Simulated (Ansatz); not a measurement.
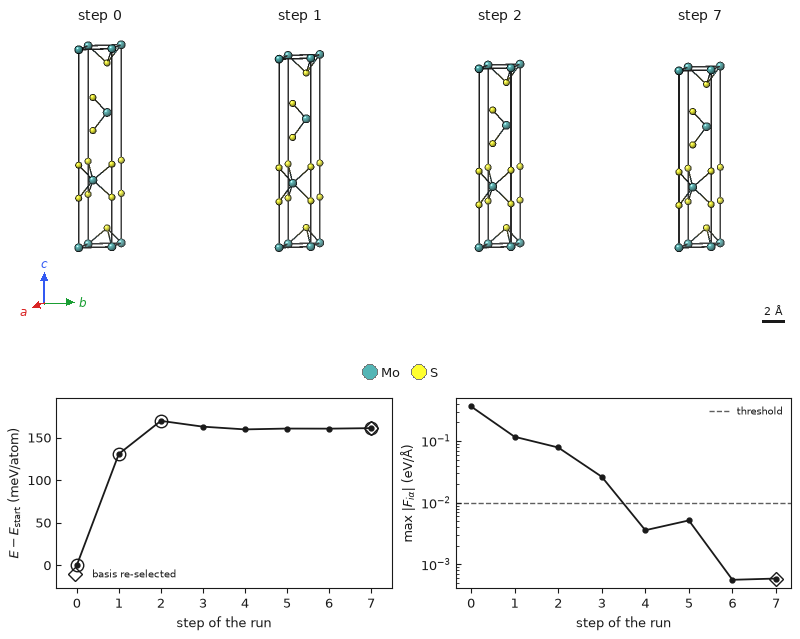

Frames of a relaxation of solid MoS₂ (set up in R3m), marked on the history of the run. A ball-and-stick model of the conventional cell (3 times the calculation's cell), seen slightly off an axis. Lengths and directions refer to the drawn axes.

The run lets cell and atoms move.

Method: Kohn-Sham DFT of a periodic cell, r2SCAN, Ansatz PAW (Ansatz 0.2.0).

The input:
```yaml
crystal:
  lattice:
    - [1.58, 0.9122134253, 6.15]
    - [-1.58, 0.9122134253, 6.15]
    - [0.0, -1.8244268506, 6.15]
  atoms:
    - { symbol: Mo, position: [0.0, 0.0, 0.0] }
    - { symbol: S, position: [0.417, 0.417, 0.417] }
    - { symbol: S, position: [0.25, 0.25, 0.25] }
hamiltonian:
  xc: r2scan
  pseudopotentials: { kind: paw }
kpoints:
  mp_grid: { grid: [10, 10, 10] }
scf:
  occupations: { method: fermi_dirac, width: 0.05 }
output:
  forces: true
  stress: true
  eigenvalues: true
relax:
  f_tol: 0.01
  max_steps: 40
  cell: { stress_tol: 0.05, p_target: 20.0 }
```

Launched with:
```bash
ansatz run input.yaml --threads 2 --pin off --max-ram 5632MiB --backend cpu --events-out ev --progress --plain --runs-dir out
```

### Describe the path.

The energy rises by 161 meV per atom in 6 accepted moves (7 points after the start). With the target pressure of 20 GPa, the enthalpy E + pV changes by −192 meV per atom. The largest force component goes from 0.36 to 0.00059 eV/Å. The pressure goes from 4.18 to 19.99 GPa. The SCF was repeated once at an unchanged geometry on a basis and grid sized afresh for the cell, which shifted the energy by 0.6 meV per atom at most. The largest moves relative to the cell, 0.18 Å, are those of S atoms. Mo stays in place. Cell: a = b 3.160 → 3.066 Å (−3.0 %), c 18.450 → 16.465 Å (−10.8 %). Volume −16.0 %. Near-neighbour distances that change, for instance: Mo–Mo 3.160 → 3.066 Å, Mo–S 2.386 → 2.352 Å. Bond angles that change, for instance: S–Mo–S 80.4° → 82.5°. The space group stays R3m (No. 160). From step 0 to 1: S atoms move most (0.12 Å), volume −13.0 %, energy +131 meV per atom. From step 1 to 2: S atoms move most (0.06 Å), volume −3.8 %, energy +38.9 meV per atom. From step 2 to 7: volume +0.4 %, energy −8.5 meV per atom.
